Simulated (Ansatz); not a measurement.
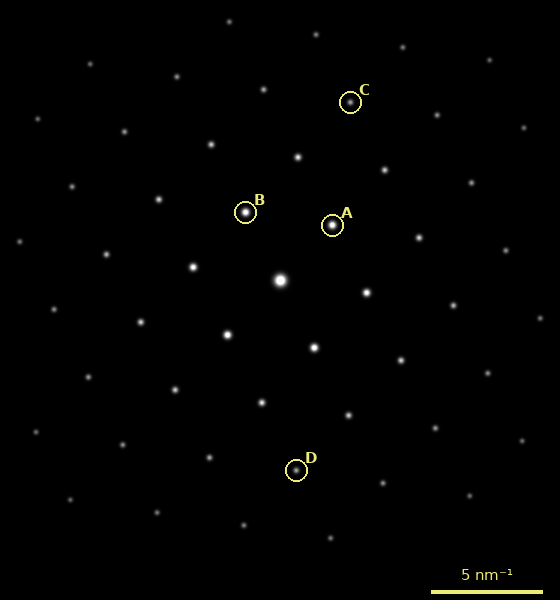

The pattern is a kinematic simulation for 200 kV electrons (no multiple scattering; isotropic B = 0.5 Å²). The zone axis points towards the electron source and the pattern is seen from the source side.

The sample is Y, space group Fm-3m (No. 225), a = 5.062 Å. Structure: the end point of a relaxation with DFT PBE, scalar-relativistic, plane waves, PAW in Ansatz 0.2.0; the starting structure was generated, so it need not be a known form of this composition.

Spot A is indexed -1 1 -1 and spot B -1 1 1.

Q: Give hkl for C, D.

A: C = 2A + B = -3 3 -1 (d = 1.161 Å). D = −A − 2B = 3 -3 -1 (d = 1.161 Å).

Q: Give [uvw].

A: The cross product of A and B is parallel to [110]; every spot obeys hu + kv + lw = 0.

Q: What are the spacings of A and B and the angle between them?

A: d(A) = 2.922 Å, d(B) = 2.922 Å, and the angle is 70.5°.
